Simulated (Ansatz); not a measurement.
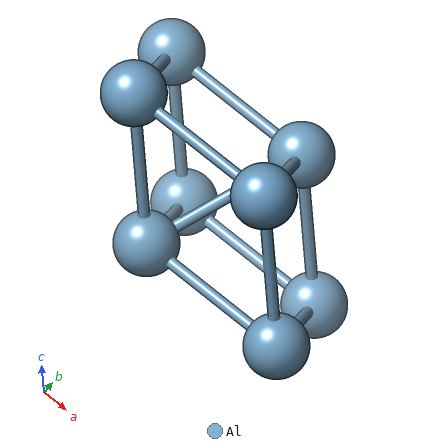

System: Al, space group Im-3m (No. 229). The picture shows the cell.

Starting cell:
```xyz
1
Lattice="-1.6181 1.6181 1.6181 1.6181 -1.6181 1.6181 1.6181 1.6181 -1.6181" Properties=species:S:1:pos:R:3 pbc="T T T"
Al    0.0000    0.0000    0.0000
```

Calculation (Ansatz 0.2.0): elastic stress-strain coefficients at zero temperature from small strains of the given cell, Voigt order xx yy zz yz xz xy, Cartesian axes of the cell vectors; plane waves with PAW datasets, Γ-centred k mesh. Level: PBE, no spin polarisation.

wave cutoff 420 eV; k mesh 24×24×24; occupations Fermi–Dirac; smearing width 0.15 eV; ions relaxed; strain amplitude 0.005.

What does the calculation give for the stiffness matrix in Voigt order?

Its least eigenvalue is negative (−33.3 GPa), so the crystal is mechanically unstable: C11 is less than C12.

Stiffness matrix C (GPa), Voigt order:
|  | xx | yy | zz | yz | xz | xy |
| --- | --- | --- | --- | --- | --- | --- |
| xx | 46.2 | 79.5 | 79.5 | 0.0 | 0.0 | 0.0 |
| yy | 79.5 | 46.2 | 79.5 | 0.0 | 0.0 | 0.0 |
| zz | 79.5 | 79.5 | 46.2 | 0.0 | 0.0 | 0.0 |
| yz | 0.0 | 0.0 | 0.0 | 39.2 | 0.0 | 0.0 |
| xz | 0.0 | 0.0 | 0.0 | 0.0 | 39.2 | 0.0 |
| xy | 0.0 | 0.0 | 0.0 | 0.0 | 0.0 | 39.2 |

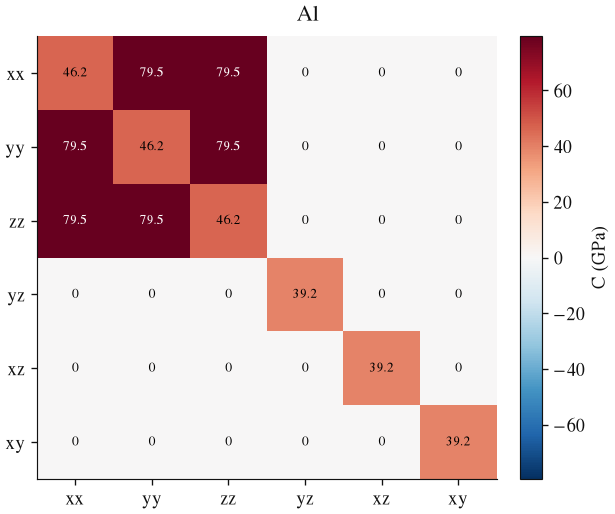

Caveats: metal sensitive to the k mesh.
